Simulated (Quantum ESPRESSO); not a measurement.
**MgO (Periclase): the LO frequency by hand**

Aim: work out the LO frequency and the static dielectric constant of MgO (Periclase) from one linear-response run, then check them.

Program: Quantum ESPRESSO 7.5. Level of theory: DFT LDA, scalar-relativistic, plane waves, PseudoDojo norm-conserving pseudopotentials. Results are calculated unless marked as measured.

The database entry behind the starting cell differs from later determinations by our own check (about 0.1 % long), so it need not match the best structure at ambient conditions.

**1. The relaxed structure**

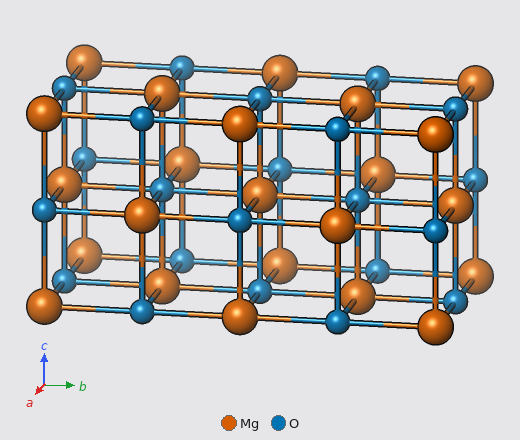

The starting structure, seen slightly off an axis (magnesium orange, oxygen blue). 1×2×1 cells are drawn. This picture shows the conventional cell, with its axes. Some periodic images of atoms are drawn too.

As a file:

```cif
data_structure
_symmetry_space_group_name_H-M 'P 1'
_symmetry_Int_Tables_number 1
_cell_length_a 2.9418
_cell_length_b 2.9418
_cell_length_c 2.9418
_cell_angle_alpha 60.000
_cell_angle_beta 60.000
_cell_angle_gamma 60.000
_cell_volume 18.00
loop_
_atom_site_label
_atom_site_type_symbol
_atom_site_fract_x
_atom_site_fract_y
_atom_site_fract_z
_atom_site_occupancy
Mg1 Mg 0.00000 0.00000 0.00000 1
O2 O 0.50000 0.50000 0.50000 1
```

This is the cell after its relaxation at this level of theory, not the database cell from which that began.

**2. What the response run gave**

A linear-response run on the relaxed cell, with the response to an electric field; only its zone-centre results are used. Cutoff 92 Ry, k mesh 8×8×8.

Output:

```text
[banners, grids, parts of the stress and lines that vanish by symmetry left out]
Program PHONON v.7.5
     Reading xml data from directory:

[...]
Exchange-correlation= PW
                           (   1   4   0   0   0   0   0)
[...]
kinetic-energy cut-off    =      92.0000  Ry
     charge density cut-off    =     368.0000  Ry
     convergence threshold     =      1.0E-18
[...]
Exchange-correlation= PW
                           (   1   4   0   0   0   0   0)
[...]
q = (   0.0000000   0.0000000   0.0000000 )
     49 Sym.Ops. (with q -> -q+G )
     G cutoff =  576.1533  (  14361 G-vectors)     FFT grid: ( 36, 36, 36)
     number of k points=    29
[...]
Mode symmetry, O_h (m-3m)  point group:
[...]
Dielectric constant
[...]
End of electric fields calculation
          Dielectric constant in cartesian axis
          (       3.171216803       0.000000000       0.000000000 )
          (      -0.000000000       3.171216803      -0.000000000 )
          (       0.000000000      -0.000000000       3.171216803 )
          Effective charges (d Force / dE) in cartesian axis without acoustic sum rule applied (asr)
           atom    1  Mg    Mean Z*:        1.97193
      Ex  (        1.97193        0.00000       -0.00000 )
      Ey  (        0.00000        1.97193       -0.00000 )
      Ez  (        0.00000       -0.00000        1.97193 )
           atom    2  O     Mean Z*:       -1.97153
      Ex  (       -1.97153       -0.00000       -0.00000 )
      Ey  (       -0.00000       -1.97153        0.00000 )
      Ez  (        0.00000        0.00000       -1.97153 )
          Effective charges Sum: Mean:        0.00040
[...]
Effective charges (d Force / dE) in cartesian axis with asr applied:
           atom    1  Mg    Mean Z*:        1.97173
[...]
atom    2  O     Mean Z*:       -1.97173
[...]
Representation #   1 modes #   1   2   3
[...]
End of self-consistent calculation
     Convergence has been achieved
     Representation #   2 modes #   4   5   6
[...]
End of self-consistent calculation
     Convergence has been achieved
[...]
Dielectric constant in cartesian axis
          (       3.171216803       0.000000000       0.000000000 )
          (      -0.000000000       3.171216803      -0.000000000 )
          (       0.000000000      -0.000000000       3.171216803 )
          Effective charges (d Force / dE) in cartesian axis without acoustic sum rule applied (asr)
           atom    1  Mg    Mean Z*:        1.97193
      Ex  (        1.97193        0.00000       -0.00000 )
      Ey  (        0.00000        1.97193       -0.00000 )
      Ez  (        0.00000       -0.00000        1.97193 )
           atom    2  O     Mean Z*:       -1.97153
      Ex  (       -1.97153       -0.00000       -0.00000 )
      Ey  (       -0.00000       -1.97153        0.00000 )
      Ez  (        0.00000        0.00000       -1.97153 )
          Effective charges Sum: Mean:        0.00040
[...]
Effective charges (d Force / dE) in cartesian axis with asr applied:
           atom    1  Mg    Mean Z*:        1.97173
[...]
atom    2  O     Mean Z*:       -1.97173
[...]
q = (    0.000000000   0.000000000   0.000000000 )
[...]
freq (    1) =       0.093691 [THz] =       3.125199 [cm-1]
     freq (    2) =       0.093691 [THz] =       3.125199 [cm-1]
     freq (    3) =       0.093691 [THz] =       3.125199 [cm-1]
     freq (    4) =      12.263885 [THz] =     409.079157 [cm-1]
     freq (    5) =      12.263885 [THz] =     409.079157 [cm-1]
     freq (    6) =      12.263885 [THz] =     409.079157 [cm-1]
[...]
Mode symmetry, O_h (m-3m)  point group:
     freq (   1-   3) =          3.1  [cm-1]   --> T_1u G_15  G_4- I
     freq (   4-   6) =        409.1  [cm-1]   --> T_1u G_15  G_4- I

   JOB DONE.
```

```tsv
quantity	value
cell volume Ω (Å³)	18.002
mass of Mg (u)	24.305
mass of O (u)	15.999
Born charge of Mg, raw (e)	1.972
Born charge of O, raw (e)	-1.972
ε∞	3.171
ω(TO) after the sum rule (cm⁻¹)	409.1
```

**3. The calculation**

The charges must sum to zero over the cell; taking off their mean, 0.000 e, leaves Z* = 1.972 e on Mg. In the polar mode Mg moves against O, so the reduced mass is μ = 24.30 × 16.00 / 40.30 = 9.648 u.

A longitudinal wave builds up a field that adds to the restoring force: ω(LO)² = ω(TO)² + 4π Z*² / (μ Ω ε∞), in Hartree atomic units. With μ = 17587 electron masses and Ω = 121.48 bohr³ the second term is 7.2103e-06 Ha², or 347313 cm⁻² (1 Ha = 219474.6 cm⁻¹).

So ω(LO) = √(167338 + 347313) = 717.4 cm⁻¹, and by the Lyddane-Sachs-Teller relation ε₀ = ε∞ (ω(LO)/ω(TO))² = 9.75.

**4. Check against the program**

The analysis program adds the same non-analytic term to the full matrix, here for q along (1 0 0).

Output:

```text
[banner, memory and clock lines left out]
Program DYNMAT v.7.5

     Reading Dynamical Matrix from file g.dyn
     ...Force constants read
     ...epsilon and Z* read

     Polarizability (A^3 units)
     multiply by 0.580134 for Clausius-Mossotti correction
         3.110367   -0.000000    0.000000
         0.000000    3.110367   -0.000000
         0.000000   -0.000000    3.110367

     IR activities are in (D/A)^2/amu units

# mode   [cm-1]    [THz]      IR
    1     -0.00   -0.0000    0.0000
    2     -0.00   -0.0000    0.0000
    3     -0.00   -0.0000    0.0000
    4    409.07   12.2637    9.2966
    5    409.07   12.2637    9.2966
    6    717.40   21.5071    9.2966
```

ε₀ comes from the program's run without a direction of q.

```tsv
quantity	by hand	program
ω(LO) (cm⁻¹)	717.4	717.4
ε₀	9.75	9.75
```

**5. Summary of results**

```yaml
to_mode: 409.1 cm⁻¹
lo_mode: 717.4 cm⁻¹
static_dielectric_constant: 9.753
```

**Reading.** The LO mode of MgO (Periclase) lies at 717 cm⁻¹, 308 cm⁻¹ above the TO mode; the formula meets the program within 0.1 cm⁻¹, as it must for a cubic crystal with one polar mode. ω(LO)² − ω(TO)² goes with Z*²/ε∞: an error of 5 % in ε∞ would move the LO mode by 11.6 cm⁻¹, and semilocal functionals tend to overestimate ε∞. These are harmonic values at zero temperature, at the volume of this functional, for the structure held cubic; stability elsewhere in the zone is no part of this calculation.

[Host names and launcher messages were left out of these logs when they were recorded.]

[Logs are printed without paths, hosts, clocks, repeated set-up lines and the standing remarks that a program may print on its own settings, such as how far it seeks lower states.]

[Hosts, paths, dates, database ids (printed as entryN), source tags and the programs' standing remarks are cut or masked in the printed files.]
